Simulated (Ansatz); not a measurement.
**Band-structure calculation, with input and output: ZnSe**

- system: ZnSe (F-43m, 2 atoms in the cell)
- method: DFT PBE, scalar-relativistic, plane waves, PAW, no spin polarisation (Ansatz 0.2.0)

The structure was made by a generator, so it may or may not be a known phase. Figures and captions count atoms from 1; the log counts them from 0 in places.

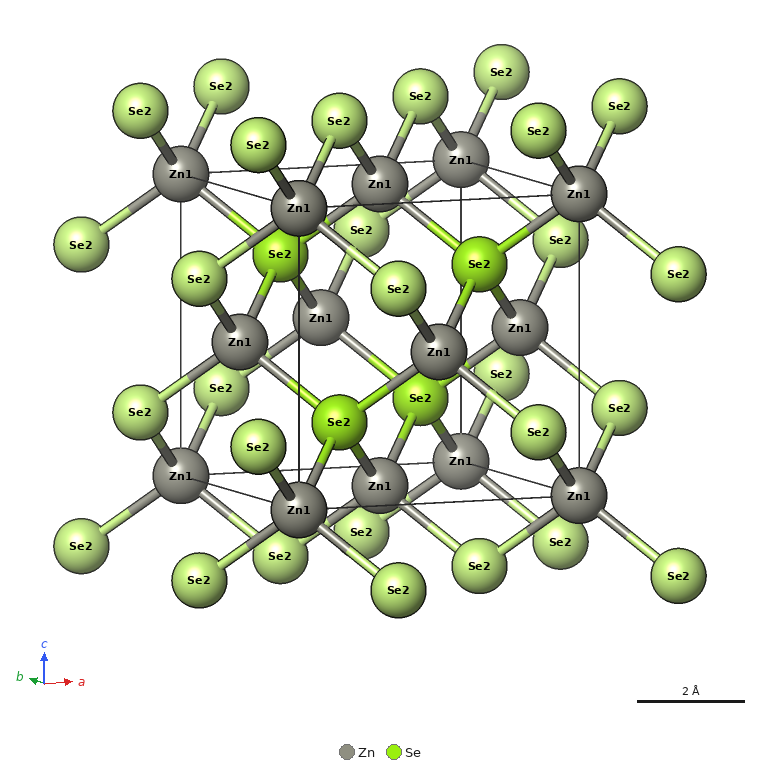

**Figure 1.** The input geometry (ball-and-stick view of the cell 4 times as large as that of the calculation, set on its symmetry axes, seen slightly off an axis; neighbours outside the cell are drawn fainter; atoms are numbered from 1 in the order of the input). An atom can appear more than once, as a periodic image.

Input:
```yaml
crystal:
  lattice:
    - [0.0, 2.8661434335, 2.8661434335]
    - [2.8661434335, 0.0, 2.8661434335]
    - [2.8661434335, 2.8661434335, 0.0]
  atoms:
    - { symbol: Zn, position: [0.0, 0.0, 0.0] }
    - { symbol: Se, position: [0.75, 0.75, 0.75] }
basis:
  ecutwfc: 420
kpoints:
  mp_grid: { grid: [8, 8, 8] }
  band_path:
    path:
      - [[0.0, 0.0, 0.0], [-0.5, -0.5, 0.0], [-0.375, -0.375, 0.25]]
      - [[-0.375, 0.0, 0.375], [0.0, 0.0, 0.0], [0.0, 0.0, 0.5], [-0.5, -0.25, 0.25], [-0.5, -0.5, 0.0]]
    npoints: 14
hamiltonian:
  xc: pbe
scf:
  occupations: { method: gaussian, width: 0.02 }
  n_extra_bands: 6
output:
  forces: true
  stress: true
  eigenvalues: true
  populations: true
  dos: { projected: true, de: 0.02, nscf_kmesh: { grid: [12, 12, 12] } }
  bader: true
  write_density: true
  write_potential: true
  elf: true
  volumetric_format: npy
```

Run as:
```bash
ansatz run input.yaml --threads 1 --pin off --max-ram 2560MiB --backend cpu --events-out ev --progress --plain --runs-dir out
```

Output:
```
scf.n_extra_bands = 6 over 14 filled bands (N_el = 28.0): the run solves 20 bands
Engine: ansatz 0.2.0, aarch64-unknown-linux-gnu
Pseudopotentials: kind: paw
Pseudopotential: Zn, paw, valence charge 12, recommended cutoff 420 eV (normal), Zn.paw.azcp
Pseudopotential: Se, paw, valence charge 16, recommended cutoff 420 eV (normal), Se.paw.azcp
Functional definition: PBE
  parameter kappa = 0.804
  parameter beta = 0.06672455060314922
  exchange = pbe_x(kappa = kappa, mu = beta*pi^2/3)
  correlation = pbe_c(beta = beta)
Crystal: 2 atoms, lattice volume = 47.089 Å³
Basis set: ecut = 420 eV, 941 PW (Γ), exchange–correlation on 60×60×60 points (8 copies of the dense FFT grid, shifted against one another)
Bands: 20, of which v1, the nominal top of the filled ones, is band 14 counted from 1 (13 counted from 0)
Symmetry: 24 space group operations
Space group: F-43m (ITA 216), of the structure as read, at distance tolerance 3.6e-5 Å
k-points: 29 of 512 (time reversal used)
Non-local potential: Zn, projectors of the file, l = 0: 2, l = 1: 2, l = 2: 3, l = 3: 1
Non-local potential: Se, projectors of the file, l = 0: 2, l = 1: 2, l = 2: 3, l = 3: 1
PAW form: soft (Blöchl's): semilocal exchange-correlation on the pseudo side does not see the compensation charge
PAW one-centre angular grid: Zn, 590 points (default); XC on 64 Gauss nodes
PAW one-centre angular grid: Se, 590 points (default); XC on 64 Gauss nodes
Initial density: superposition of atomic densities (neutral atoms: chi_scale 0, normalization atom), corrected by the library's trained network
Initial wavefunctions: pseudopotential atomic-orbital guess
Functional: x = pbe(κ = 0.804, μ = 0.2195149727645171), c = pbe(β = 0.06672455060314922)
SCF iter   1: F=—  HF=-8789.536554 eV  |F-HF|=—  |Δ(HF+E_count)|=         —  Δρ=7.89e-4  dr2=4.89e-4  ethr=1.77e-3  ⟨swp⟩=6.0  Hψ=2955  notcnv=0
preconditioner: auto → none  [insulator: Δε(μ)=1.146 eV  Ē_g=13.439 eV  σ=0.020 eV  W_gap=1.00  n_scr=14 (ndim 8)  ℏωp=23.0 eV  f_vac=0.132  D(μ)=0.00/eV (n_scr^D=0)  ε∞_Penn≈3.9]
SCF iter   2: F=—  HF=-8789.536335 eV  |F-HF|=—  |Δ(HF+E_count)|=   2.19e-4  Δρ=4.63e-4  dr2=5.32e-5  ethr=1.75e-6  ⟨swp⟩=2.3  Hψ=1124  notcnv=0  defer=43
SCF iter   3: F=—  HF=-8789.536351 eV  |F-HF|=—  |Δ(HF+E_count)|=   1.60e-5  Δρ=1.96e-4  dr2=1.23e-5  ethr=1.90e-7  ⟨swp⟩=2.0  Hψ=768  notcnv=0  defer=43
SCF iter   4: F=—  HF=-8789.536353 eV  |F-HF|=—  |Δ(HF+E_count)|=   2.40e-6  Δρ=7.78e-5  dr2=1.24e-6  ethr=4.38e-8  ⟨swp⟩=2.0  Hψ=768  notcnv=0  defer=43
iter 5 did not close the SCF: its close was put off for the readings that it lacked (scf_convergence_deferred on its scf_iter line)
SCF iter   5: F=-8789.536358 eV  HF=-8789.536358 eV  |F-HF|=3.73e-8  |Δ(HF+E_count)|=   5.12e-6  Δρ=1.10e-5  dr2=6.64e-8  ethr=4.43e-9  ⟨swp⟩=2.0  Hψ=798  notcnv=0  defer=43
SCF iter   6: F=-8789.536358 eV  HF=-8789.536358 eV  |F-HF|=2.02e-9  |Δ(HF+E_count)|=   1.14e-8  Δρ=4.00e-6  dr2=6.59e-9  ethr=2.37e-10  ⟨swp⟩=8.0  Hψ=3672  notcnv=0
SCF 1 converged in 6 iterations: F = -8789.536358 eV  dr2 = 6.59e-9
  greatest PAW one-centre occupation: 1.000 electrons in one spin orbital (limit 2), on the Se atom at site 1 (counted from 0), in its partial waves of l = 2
```

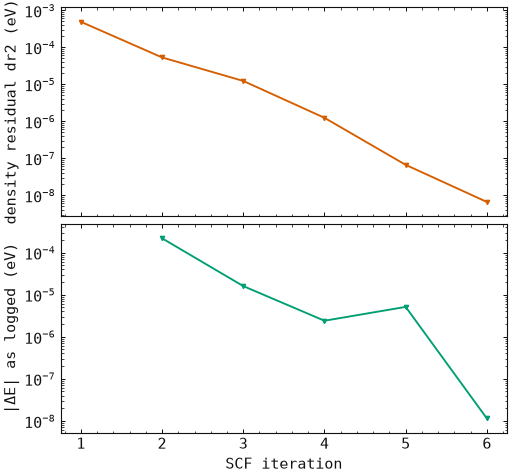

**Figure 2.** Convergence of the self-consistent field: density residual dr2 and size of the energy change against the SCF iteration. The residual falls at every step.

```
NSCF: frozen V_eff on 86 k-points
NSCF: frozen V_eff on 72 k-points
SCF converged after 6 iterations
Free energy (F): -8789.536358 eV
Harris-Foulkes:  -8789.536358 eV  (|F-HF|=2.02e-9)
Internal energy: -8789.536358 eV  (E = F + TS)
E sigma→0 (E₀):  -8789.536358 eV
Fermi energy:    6.897213 eV
--- Per-component energies (eV) ---
  E_band       = -391.675986
  E_kinetic    = 249.342069
  E_local      = -4441.906229  (includes V_loc(G=0)·N_el)
  E_nonlocal   = 18.689083
  E_hartree    = 2055.376389
  E_xc         = -241.031795
  E_vxc        = -149.658565  (∫ρ·V_xc dr)
  E_paw        = -3739.766991  (= ΣΔE_a)
  E_vpaw       = -178.889997  (= ΣTr[D̂ρ^β])
  E_aug_tail   = -0.000934  (compensation charges beyond the density's cutoff)
  E_ewald      = -2690.237950
  E_smearing   = -0.000000  (= −TS)
  E_closure    = -0.000000  (closes the sum)
  Σ components = -8789.536358   (vs F -8789.536358, Δ=0.00e0)
--- Forces (eV/Å), atoms counted from 1 ---
  atom   1  Zn    -0.00000000     0.00000000    -0.00000000
  atom   2  Se     0.00000000    -0.00000000    -0.00000000
  max |Σ_I F_I| component: 1.62e-16 eV/Å
--- Stress (GPa, compression-positive) ---
        0.016692      -0.000000       0.000000
       -0.000000       0.016692       0.000000
        0.000000       0.000000       0.016692
  P = ⅓ Tr σ = 0.0167 GPa (0.167 kbar)
--- Band table (eV; the first three rows and the last of 29) ---
  k-point 0: bands = ["-40.4622", "-40.4622", "-40.4622", "-40.4584", "-40.4584", "-6.7291", "-0.1022", "-0.1022", "-0.1022", "0.2385", "0.2385", "6.3202", "6.3202", "6.3202", "7.4738", "12.1394", "12.1394", "12.1394", "16.1163", "17.7353"]
  k-point 1: bands = ["-40.4622", "-40.4622", "-40.4622", "-40.4584", "-40.4584", "-6.6350", "-0.0934", "-0.0876", "-0.0876", "0.2373", "0.2373", "5.0248", "6.1778", "6.1778", "8.4686", "12.0555", "12.3817", "12.3817", "16.9701", "16.9701"]
  k-point 2: bands = ["-40.4622", "-40.4622", "-40.4622", "-40.4584", "-40.4584", "-6.3915", "-0.0553", "-0.0553", "-0.0352", "0.2387", "0.2387", "3.3617", "5.8717", "5.8717", "8.9786", "12.7493", "12.7493", "12.7898", "16.7310", "16.7310"]
  k-point 28: bands = ["-40.4622", "-40.4621", "-40.4619", "-40.4584", "-40.4583", "-5.7448", "0.0127", "0.0876", "0.2109", "0.2126", "0.5121", "1.8009", "3.6971", "3.8148", "11.7147", "11.8037", "13.2136", "14.0367", "17.7744", "19.9473"]
--- Löwdin populations: 2 sites ---
  site symbol       q [e]
     0     Zn     10.7749
     1     Se     17.0313
  spilling = 0.006922 (of n_electrons = 28.000000)
--- Bader charges: 2 sites ---
  site symbol  charge [e]  shift [e]
     0     Zn      0.7460     0.0004
     1     Se     -0.7460     0.0004
  estimated error of the sums over rays = 2.1e-4 e
```

File bader_charges.tsv:
```
# site	symbol	x_ang	y_ang	z_ang	partial_charge_e	electrons	volume_ang3	relative_density_drop	shared_charge_e	partial_wave_shift_e
# quadrature_error_electrons = 2.1e-4
0	Zn	0.0000	0.0000	0.0000	0.74597	29.25403	15.82	-	0.74597	0.00042
1	Se	4.2992	4.2992	4.2992	-0.74597	34.74597	31.27	-	-0.74597	0.00042
```

File populations.tsv:
```
# site	symbol	l	j	q
# orbitals = lowdin
# n_electrons = 28.000000
# spilling = 0.006922
0	Zn	0_4S	-	0.792346
0	Zn	2_3D	-	9.982517
1	Se	0_4S	-	1.893975
1	Se	1_4P	-	5.137455
1	Se	2_3D	-	9.999904
```

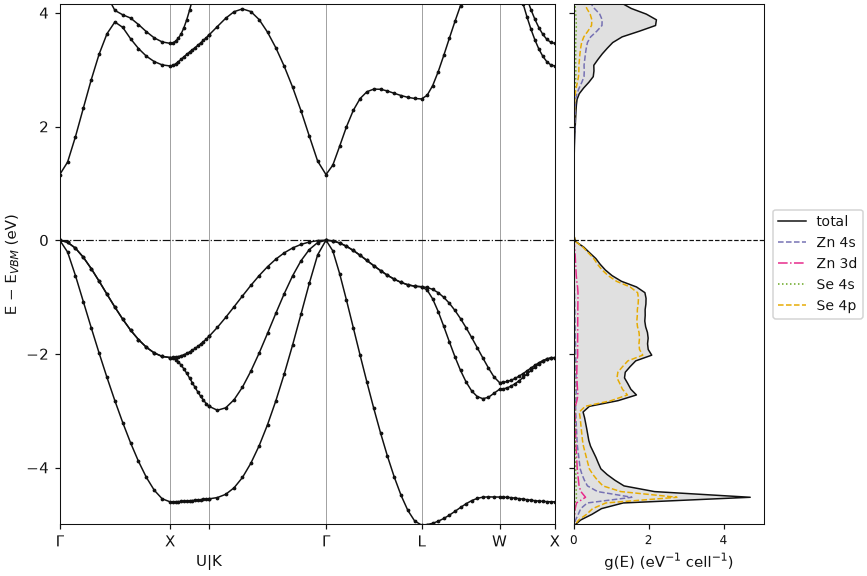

**Figure 3.** Band structure along Γ–X–U|K–Γ–L–W–X and density of states (projected on Löwdin-orthogonalised atomic shells), with energies from the valence-band top. There is a gap of 1.15 eV on this path, direct, at Γ.

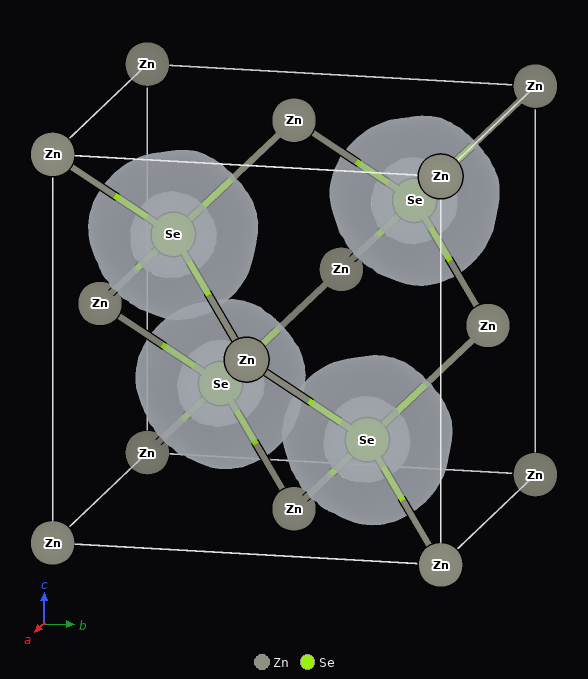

**Figure 4.** Isosurface of the electron localisation function at 0.7 (grey), seen slightly off an axis. Only the valence region is drawn (cores and ρ < 0.01 e/Å³ removed). Sticks mark near contacts. The outline is the cell set on symmetry axes. Along the contacts the grid gives the following. Zn–Se (2.48 Å): the ELF is about 0.60 at the midpoint. Core electrons are frozen (PAW), so the fields are smoothed inside the atomic spheres.

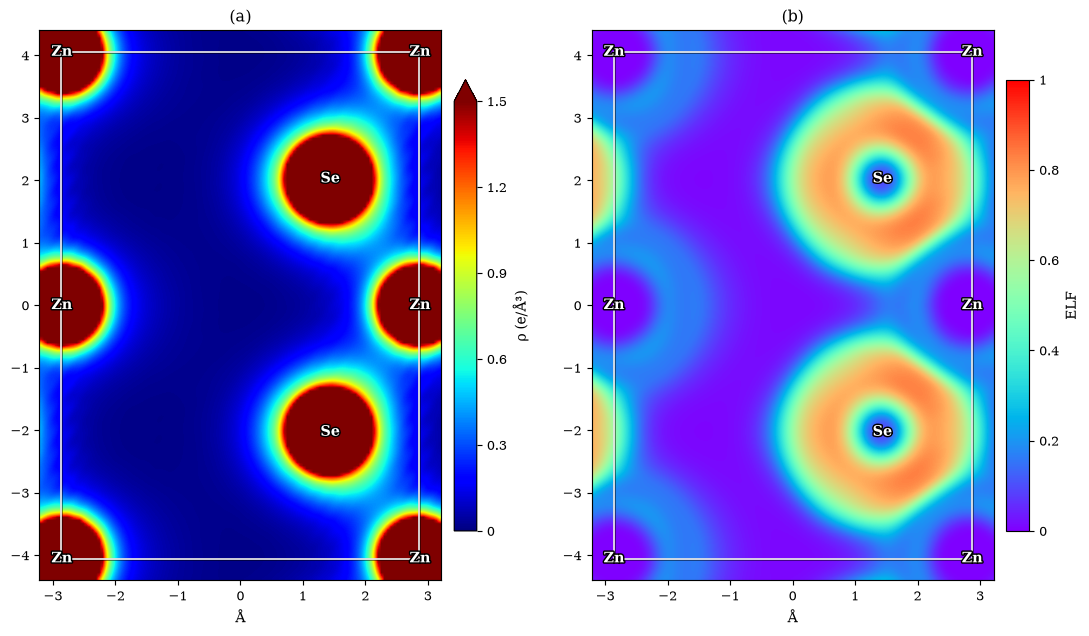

**Figure 5.** (a) valence charge density (pseudo); (b) electron localisation function on the (110) plane of the conventional cell. The section cuts through Zn and Se sites. Zn–Se (2.48 Å): ρ is about 0.44 e/Å³ halfway; the ELF is about 0.60 at the midpoint. Away from the nuclei the density in this plane falls to 0.01 e/Å³ at its lowest.

Results in brief:

- outcome: converged
- space group (tolerance 0.01 Å): F-43m (216)
- electrons treated: 28
- free energy: −8789.5364 eV
- Fermi energy: 6.897 eV
- gap on the k-point mesh: 1.15 eV
- gap on the band path: 1.15 eV
- pressure: 0.02 GPa
- largest force (length of the vector): under 0.001 eV/Å
- hardware: 1 thread of Arm Neoverse V1, 24 GiB of memory available, shared host
- wall time: 25 s
- peak memory: 0.32 GiB
